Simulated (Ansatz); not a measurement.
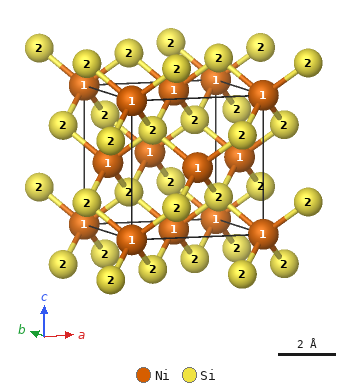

This is the input geometry for a relaxation of a crystal of SiNi (built on the zinc blende type) (coarse preliminary run). Style: ball-and-stick. Shown: the conventional cell (4 times the calculation's cell), slightly off an axis. Lengths and directions refer to the drawn axes.

Method: DFT PBE, scalar-relativistic, plane waves, PAW in Ansatz 0.2.0.

Input file:
```yaml
crystal:
  lattice:
    - [0.0, 2.4708105934, 2.4708105934]
    - [2.4708105934, 0.0, 2.4708105934]
    - [2.4708105934, 2.4708105934, 0.0]
  atoms:
    - { symbol: Ni, position: [0.0, 0.0, 0.0] }
    - { symbol: Si, position: [0.25, 0.25, 0.25] }
basis:
  ecutwfc: 420
kpoints:
  mp_grid: { grid: [8, 8, 8] }
hamiltonian:
  xc: pbe
scf:
  occupations: { method: gaussian, width: 0.1 }
output:
  forces: true
  stress: true
  eigenvalues: true
relax:
  adjacent_minimum: "off"
  f_tol: 0.05
  max_steps: 80
  cell: { stress_tol: 0.5 }
```

Command:
```bash
ansatz run input.yaml --threads 1 --pin off --max-ram 2560MiB --backend cpu --events-out ev --progress --plain --runs-dir out
```

Question: Predict the outcome.

Answer: The energy falls by 88.5 meV per atom in 3 accepted moves (4 points after the start). All forces vanish by symmetry, so only the cell relaxes. Pressure: 15.92 GPa at the start and 0.18 GPa at the end. The SCF was repeated once at an unchanged geometry on a basis and grid sized afresh for the cell, which shifted the energy by 0.9 meV per atom at most. The atoms keep their places relative to the cell (all moves are under 0.005 Å). The drawn cell changes as follows: a = b = c 4.942 → 5.147 Å (+4.2 %); the volume changes by +13.0 %. Among the contacts that change: Ni1–Si2 2.140 → 2.229 Å. The space group stays F-43m (No. 216).

Step by step:

| step | E − E(0), meV/atom | pressure, GPa | volume, Å³/atom | note |
| --- | --- | --- | --- | --- |
| 0 | 0.00 | 15.92 | 15.084 |  |
| 1 | -72.04 | 5.98 | 16.170 |  |
| 2 | -87.20 | 0.92 | 16.902 |  |
| 3 | -87.60 | 0.07 | 17.042 |  |
| 4 | -88.51 | 0.18 | 17.042 | same geometry, new basis |

Final geometry:

```
CELL_PARAMETERS angstrom
0.00000 2.57338 2.57338
2.57338 0.00000 2.57338
2.57338 2.57338 0.00000
ATOMIC_POSITIONS crystal
Ni 0.00000 0.00000 0.00000
Si 0.25000 0.25000 0.25000
```

After the run, drawn alike:

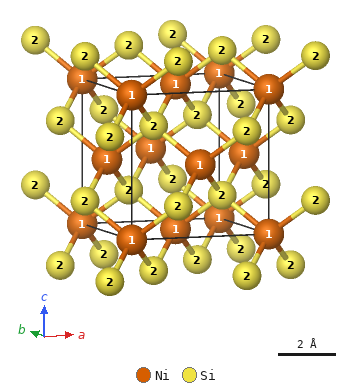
